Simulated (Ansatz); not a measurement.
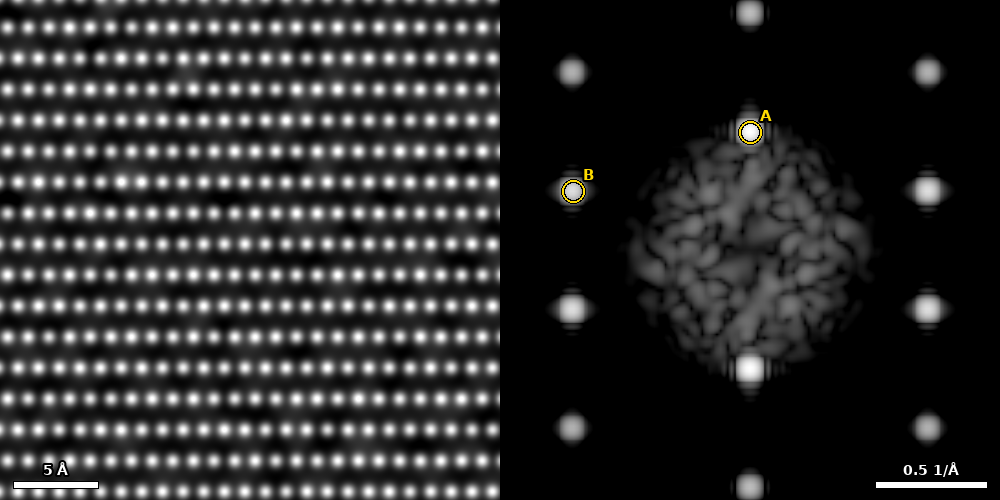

HAADF-like image of a crystal. The image is simulated as a sum over atoms of Z^1.6, blurred by a 0.68 Å probe (no channelling). The probe carries 15 % of its weight in a tail 2.5 times as wide. The speckle of an amorphous layer was added.

The right panel is the modulus of the image's Fourier transform on a logarithmic scale.

Which lattice spacings do the marked spots stand for, and what angle do A and B enclose?

A: 1.9 Å, B: 1.2 Å; A and B enclose about 72°.

The crystal is Nd (Fm-3m, No. 225) along [221]; the spots are (-2 2 0) and (-2 0 4). Structure: the input geometry of a calculation; the starting structure was generated, so it need not be a known form of this composition.
